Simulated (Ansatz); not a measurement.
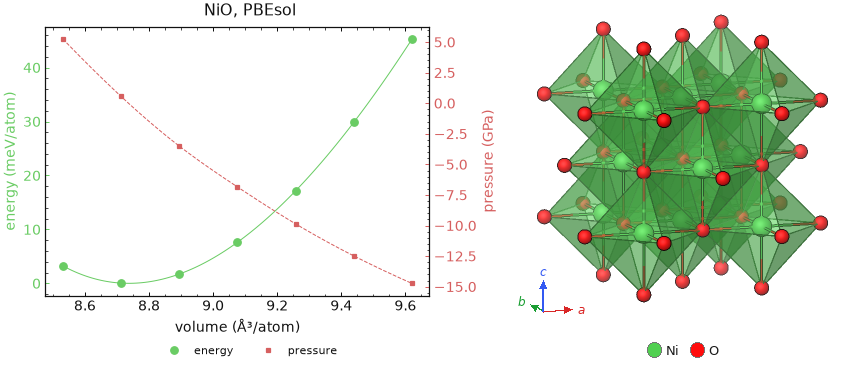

The figure shows the energy and pressure against volume for NiO, space group Fm-3m (No. 225). The conventional cell is drawn beside the plot.

Cell as given: a = 2.950 Å, b = 2.950 Å, c = 2.950 Å, α = 60.00°, β = 60.00°, γ = 60.00°; 2 atoms.

Method: all-electron LAPW DFT, collinear spins; energies at scaled volumes of the given cell, shape and fractions fixed, counted from the fit's minimum, third-order Birch-Murnaghan fit (Ansatz 0.2.0). Level: PBEsol, collinear spin.

```tsv
setting	value
k mesh	11×11×11
occupations	Fermi–Dirac
smearing width	0.05 eV
potentials	all electron LAPW, scalar relativistic
program settings	basis error eV/atom 0.001
```

Give the fitted equation-of-state parameters.

A third-order Birch–Murnaghan fit gives V0 = 8.74 Å³/atom, B0 = 202 GPa and B′ = 5.9.

What does the pressure do across the range?

It falls from 5.25 GPa at volume 8.5312 Å³/atom to −14.73 GPa at 9.6203 Å³/atom, and changes sign near 8.74 Å³/atom.

The computed values:

```tsv
volume (Å³/atom)	energy (meV/atom)	pressure (GPa)
8.5312	3.24	5.25
8.7127	0.00	0.56
8.8942	1.74	-3.50
9.0757	7.65	-6.84
9.2572	17.14	-9.86
9.4388	29.85	-12.48
9.6203	45.29	-14.73
```
